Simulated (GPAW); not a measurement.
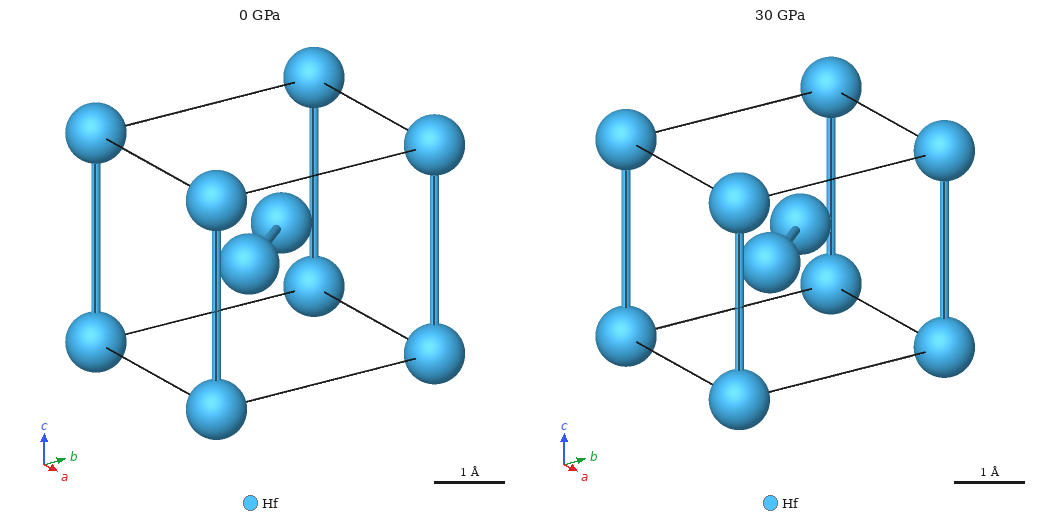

Hf, ω phase (AlB₂-like), space group P6/mmm (No. 191), relaxed (cell and atoms) under a series of hydrostatic pressures; the conventional cell is drawn at the lowest and the highest, to one scale (sticks follow a distance rule). The start was a structure listed in the Materials Project. This isn't the form of Hf at room conditions, which is hcp.

Alike in all runs: GPAW 26.7.0; functional PBEsol; potentials PAW data sets generated in the run's folder for this functional; cutoff 600 eV; k mesh 5 × 5 × 6 on the run's cell of 3 atoms; occupations fermi-dirac, width 0.05 eV; no spin polarisation; no spin-orbit coupling.

| pressure (GPa) | volume (Å³/atom) | a (Å) | c (Å) |
| --- | --- | --- | --- |
| 0.0 | 21.461 | 4.925 | 3.065 |
| 2.0 | 21.109 | 4.898 | 3.048 |
| 5.0 | ? | ? | ? |
| 10.0 | 19.904 | 4.801 | 2.992 |
| 20.1 | 18.759 | 4.706 | 2.934 |
| 30.0 | 17.854 | 4.631 | 2.884 |

**What equation of state do the given rows imply, and what volume does it predict for the missing row?**

The fit gives V0 = 21.47 Å³/atom, B0 = 116 GPa and B0′ = 3.7, which puts the volume at 5.0 GPa at 20.62 Å³/atom. The run gave volume 20.622 Å³/atom; a 4.859 Å; c 3.025 Å.

**Which axis yields most up to 30 GPa?**

The axes shrink nearly alike: a −6.0 %, c −5.9 %, against −16.8 % in volume.

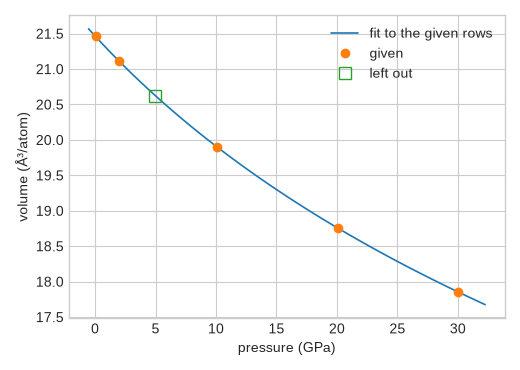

Volume against pressure, with the fit. The structure was kept in its own symmetry, so a change to another phase within this range wouldn't be seen.

Caveat: later steps reuse the first step's grids; spin-orbit coupling is left out, which matters for Hf, if less for volumes and forces than for levels.
